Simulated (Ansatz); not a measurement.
# Ga₄P: what the fields show

```xyz
5
Lattice="4.7149 0.0000 0.0000 0.0000 4.7149 0.0000 0.0000 0.0000 4.7149" Properties=species:S:1:pos:R:3 pbc="T T T"
Ga    1.4009    1.4009    1.4009
Ga    3.3140    3.3140    1.4009
Ga    1.4009    3.3140    3.3140
Ga    3.3140    1.4009    3.3140
P     0.0000    0.0000    0.0000
```

Space group P-43m; a structure generated by program, which may or may not match a known phase; computed without spin polarisation.

Level of theory: Ansatz, DFT PBE, scalar-relativistic, plane waves, PAW.

The density is the valence pseudo-density of a PAW calculation; it isn't the true density close to the nuclei.

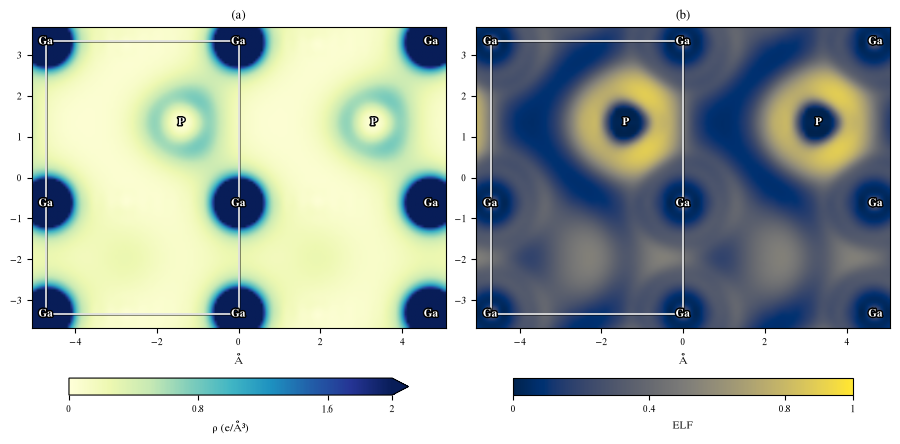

Figure 1. (a) valence charge density (pseudo); (b) ELF on the (11̄0) plane of the conventional cell.

What does the map show?

Answer. Atoms in the plane: Ga and P. Ga–P (2.43 Å): ρ is about 0.47 e/Å³ halfway; the ELF peaks at about 0.90 in the valence shell of P, 0.8 Å from its nucleus, and is about 0.70 at the midpoint. Between the atoms the lowest density in this plane is 0.03 e/Å³.

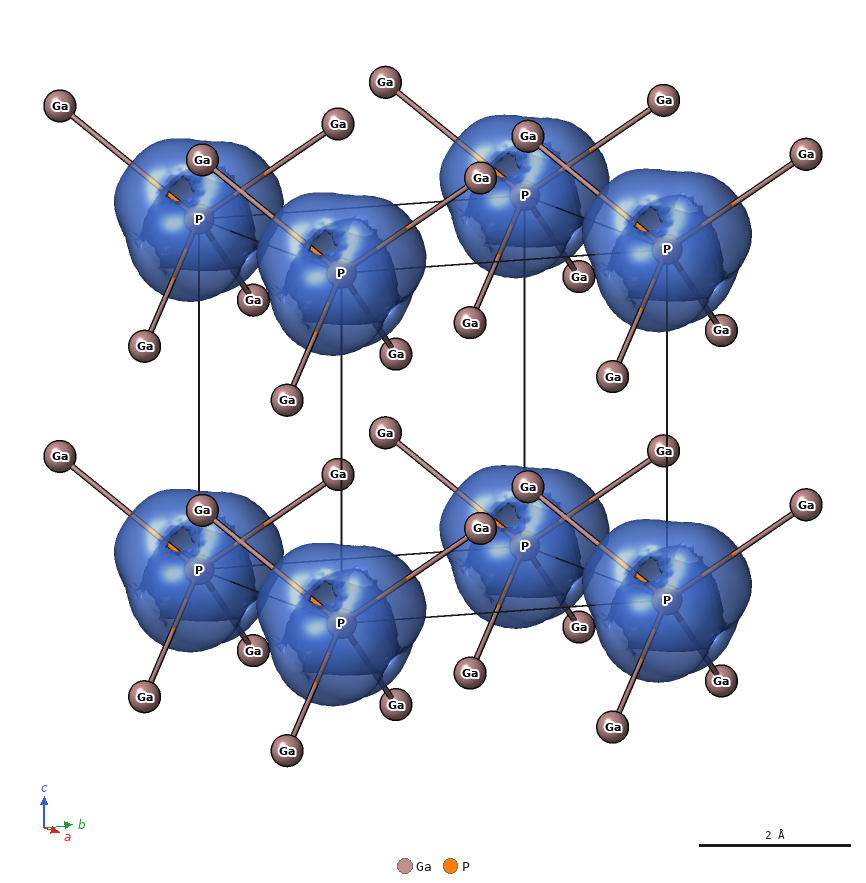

Figure 2. Isosurface of the electron localisation function at 0.75 (blue), seen slightly off an axis. Core shells and regions of very low density are left out. Sticks mark near contacts.

Identify the bonds, lone pairs and shells in this picture.

Answer. At this value the surface marks out one region wrapped around P (its valence shell), counted in one cell of 5 atoms. Any copies at cell faces, edges or corners count once.

Metal or insulator at this level of theory?

Answer. It is gapless in this calculation (a metal or semimetal).
